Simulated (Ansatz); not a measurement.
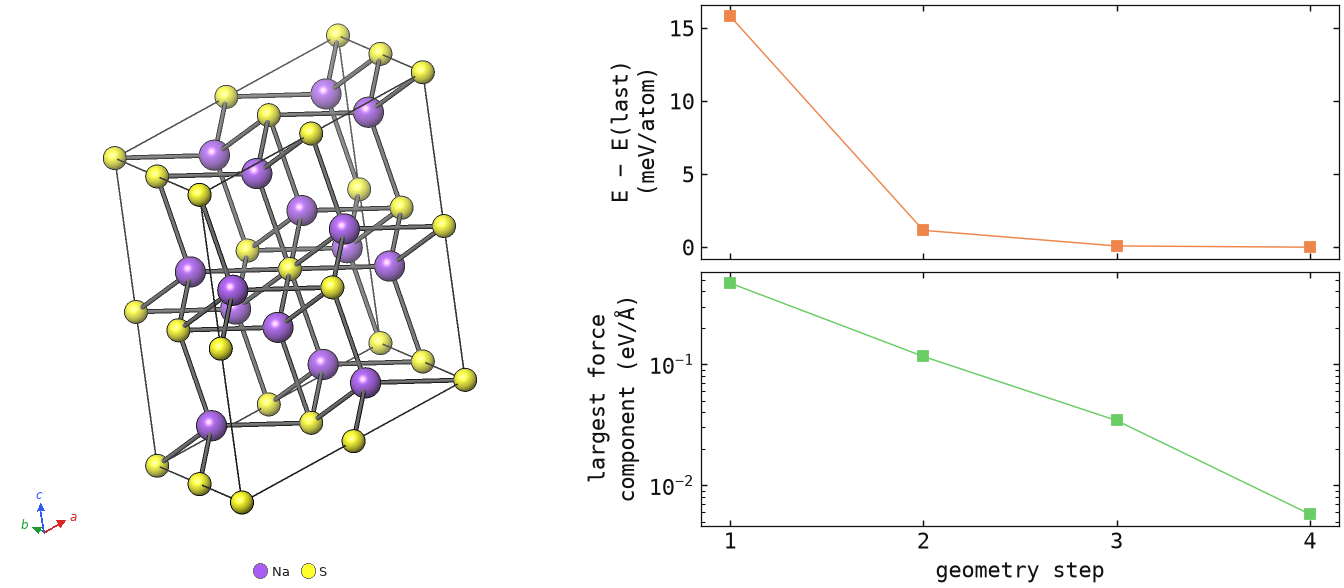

Beside the plot: the structure at the start.

History of a geometry optimisation. Only the atoms move.

Na15S8 (defect cell, 23 atoms in the cell, total charge −1); DFT, PBE, plane-wave PAW, default files, scalar-relativistic (Ansatz 0.2.0); cutoff 420 eV, 3×3×3 k-mesh, Fermi–Dirac smearing of 0.01 eV.

How did the optimisation end?

Answer. The optimisation met its thresholds at geometry 4, counting the start as the first. The energy fell by about 16 meV/atom from the first step to the last. The largest force component goes from about 0.47 eV/Å at the start to 6 × 10⁻³ eV/Å at the end.
